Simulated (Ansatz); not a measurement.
## Eu: 6 runs along one coordinate

System: Eu (Im-3m, 1 atom in the cell).
Method: Kohn-Sham DFT of a periodic cell, PBE, PseudoDojo 3+ lanthanides, spin-polarised (Ansatz 0.2.0).

The 6 runs differ only in the geometry, by an even scaling of the cell at fixed fractional positions. The structure derives from an entry of the Crystallography Open Database.

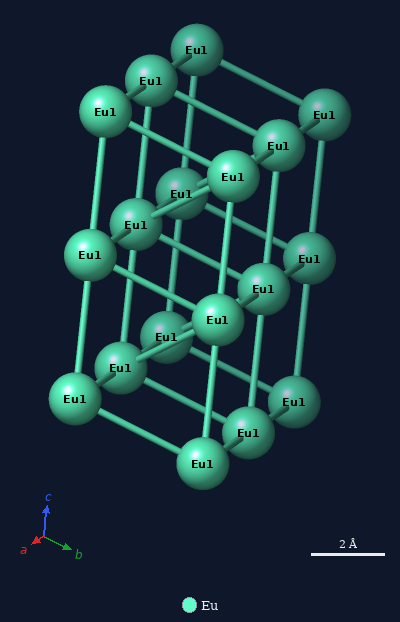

Figure 1. The structure of run 4 (ball-and-stick view of the cell of the calculation, repeated 2 × 1 × 2, seen slightly off an axis; atoms are numbered from 1 in the order of the input).

## Input of run 4
```yaml
crystal:
  lattice:
    - [-2.3182521001, 2.3182521001, 2.3182521001]
    - [2.3182521001, -2.3182521001, 2.3182521001]
    - [2.3182521001, 2.3182521001, -2.3182521001]
  atoms:
    - { symbol: Eu, position: [0.0, 0.0, 0.0], spin: 7.0 }
hamiltonian:
  xc: pbe
  pseudopotentials: { kind: nc, accuracy: lanthanide_3plus }
magnetization:
  spin_polarized: true
kpoints:
  mp_grid: { grid: [8, 8, 8] }
scf:
  occupations: { method: gaussian, width: 0.1 }
output:
  forces: true
  stress: true
  eigenvalues: true
```

Command:
```bash
ansatz run input.yaml --threads 1 --pin off --max-ram 2560MiB --backend cpu --events-out ev --progress --plain --runs-dir out
```

Run 5 differs from it as follows:
```diff
-    - [-2.3182521001, 2.3182521001, 2.3182521001]
-    - [2.3182521001, -2.3182521001, 2.3182521001]
-    - [2.3182521001, 2.3182521001, -2.3182521001]
+    - [-2.333306107, 2.333306107, 2.333306107]
+    - [2.333306107, -2.333306107, 2.333306107]
+    - [2.333306107, 2.333306107, -2.333306107]
```

## Results, with one run withheld

```tsv
run	volume per atom (Å³)	free energy per atom, from the lowest run given (meV)	pressure (GPa)
1	45.927	0.00	−6.93
2	46.904	42.84	−7.11
3	47.882	86.61	−7.24
4	49.836	176.29	−7.46
5	50.813	?	?
6	51.790	268.40	−7.64
```

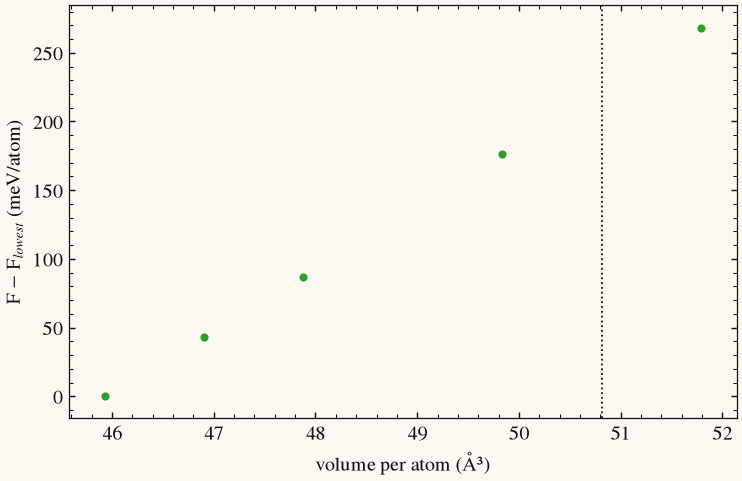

Figure 2. Free energy per atom of the runs given; the dotted line marks run 5.

Estimate the energy of run 5 from the others.

A cubic polynomial in V^(−2/3) (the Birch–Murnaghan form), fitted to the 5 runs given, misses them by at most 0.01 meV per atom. With x = V^(−2/3) − 0.07530 Å⁻², it reads F = 109.92 − 43931 x + 1.0843e+06 x² − 8.708e+06 x³ (meV per atom). At run 5 it gives 222.09 meV per atom, and the run itself gives 222.07. The slope of the fit gives a pressure −dF/dV of −7.55 GPa there, and the run prints −7.55 GPa. The fit has no minimum inside this range.

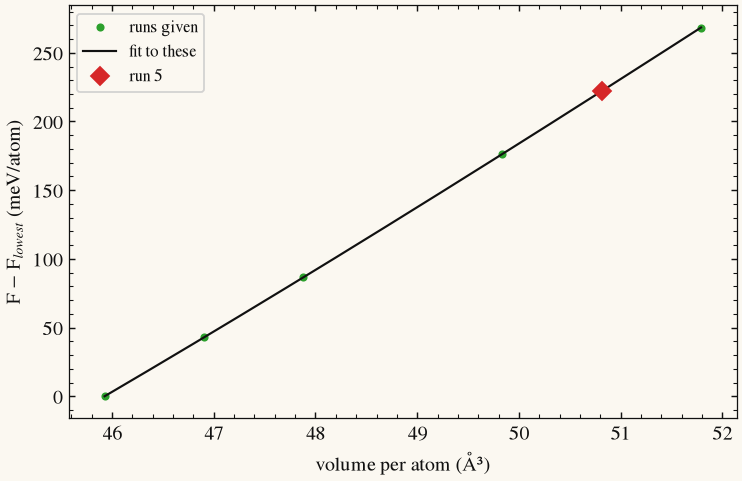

Figure 3. The fit and the withheld run.

## Output, shortened to warnings, some set-up lines, iterations and results (run 5)
```
Basis set: ecut = 680.284656 eV, 2093 PW (Γ), exchange–correlation on 72×72×72 points (8 copies of the dense FFT grid, shifted against one another)
Symmetry: 48 space group operations
k-points: 29 of 512
Initial density: superposition of atomic densities (chi_scale 0.1, normalization cell)
[...]
SCF iter   1: F=—  HF=-1105.896319 eV  |F-HF|=—  |Δ(HF+E_count)|=         —  Δρ=1.43e-1 (↑1.42e-1 ↓1.43e-1)  dr2=1.21e-2  dr2_m=9.47e0  M=2.217 μB ∫|m|=2.217 μB  β_m=0.30  …
SCF iter   2: F=—  HF=-1108.493741 eV  |F-HF|=—  |Δ(HF+E_count)|=    2.60e0  Δρ=1.03e-1 (↑1.03e-1 ↓1.02e-1)  dr2=1.33e-2  dr2_m=4.91e0  M=1.990 μB ∫|m|=1.991 μB  β_m=0.30  …
SCF iter   3: F=—  HF=-1109.805098 eV  |F-HF|=—  |Δ(HF+E_count)|=    1.31e0  Δρ=7.51e-2 (↑7.51e-2 ↓7.30e-2)  dr2=2.53e-2  dr2_m=2.55e0  M=1.794 μB ∫|m|=1.794 μB  β_m=0.30  …
SCF iter   4: F=—  HF=-1110.522471 eV  |F-HF|=—  |Δ(HF+E_count)|=   7.17e-1  Δρ=5.50e-2 (↑4.81e-2 ↓5.50e-2)  dr2=8.00e-2  dr2_m=1.23e0  M=1.704 μB ∫|m|=1.704 μB  β_m=0.30  …
SCF iter   5: F=—  HF=-1110.870207 eV  |F-HF|=—  |Δ(HF+E_count)|=   3.48e-1  Δρ=4.05e-2 (↑3.41e-2 ↓4.05e-2)  dr2=8.61e-2  dr2_m=6.44e-1  M=1.536 μB ∫|m|=1.536 μB  β_m=0.30  …
[... 10 lines ...]
SCF iter  16: F=—  HF=-1111.299827 eV  |F-HF|=—  |Δ(HF+E_count)|=   1.94e-5  Δρ=1.34e-5 (↑1.24e-5 ↓1.34e-5)  dr2=8.57e-8  dr2_m=3.99e-8  M=0.748 μB ∫|m|=0.748 μB  β_m=0.98  …
SCF iter  17: F=—  HF=-1111.299827 eV  |F-HF|=—  |Δ(HF+E_count)|=   1.83e-7  Δρ=5.48e-6 (↑5.23e-6 ↓5.48e-6)  dr2=1.00e-8  dr2_m=1.15e-8  M=0.748 μB ∫|m|=0.748 μB  β_m=0.99  …
SCF iter  18: F=—  HF=-1111.299827 eV  |F-HF|=—  |Δ(HF+E_count)|=   1.00e-7  Δρ=1.30e-6 (↑1.22e-6 ↓1.30e-6)  dr2=2.48e-10  dr2_m=6.61e-10  M=0.747 μB ∫|m|=0.747 μB  β_m=0.99  …
SCF iter  19: F=-1111.299827 eV  HF=-1111.299827 eV  |F-HF|=8.66e-11  |Δ(HF+E_count)|=   4.87e-9  Δρ=2.54e-7 (↑2.54e-7 ↓2.20e-7)  dr2=5.32e-12  dr2_m=2.51e-11  M=0.747 μB …
SCF 1 converged in 19 iterations: F = -1111.299827 eV  dr2 = 5.32e-12
SCF converged after 19 iterations
Magnetization: 0.7467 μB (5.8734 up, 5.1266 down)
Absolute magnetization: 0.7468 μB (∫|ρ↑−ρ↓|)
Spin contamination: 0.0004 ħ² per cell (⟨S²⟩ above its minimum at these occupations)
Per-site moments (μB) at R_I (Å): [(0.4374094852940646, 1.6670794498605817)]
Free energy (F): -1111.299827 eV
Harris-Foulkes:  -1111.299827 eV  (|F-HF|=8.66e-11)
Internal energy: -1111.285145 eV  (E = F + TS)
E sigma→0 (E₀):  -1111.292486 eV
Entropy (-TS):   -0.014682 eV (-14.682 meV/atom)
Fermi energy:    6.182421 eV
--- Per-component energies (eV) ---
  E_band       = -156.702401
  E_kinetic    = 257.111382
  E_local      = -660.275088  (includes V_loc(G=0)·N_el)
  E_nonlocal   = 56.592553
  E_hartree    = 187.813556
  E_xc         = -273.143450
  E_vxc        = -185.758349  (∫ρ·V_xc dr)
  E_ewald      = -679.384097
  E_smearing   = -0.014682  (= −TS)
  E_closure    = -0.000000  (closes the sum)
  Σ components = -1111.299827   (vs F -1111.299827, Δ=0.00e0)
--- Forces (eV/Å), atoms counted from 1 ---
  atom   1  Eu     0.00000000     0.00000000     0.00000000
  max |Σ_I F_I| component: 5.59e-31 eV/Å
--- Stress (GPa, compression-positive) ---
       -7.553509      -0.000000       0.000000
        0.000000      -7.553509      -0.000000
        0.000000       0.000000      -7.553509
  P = ⅓ Tr σ = -7.5535 GPa (-75.535 kbar)
```
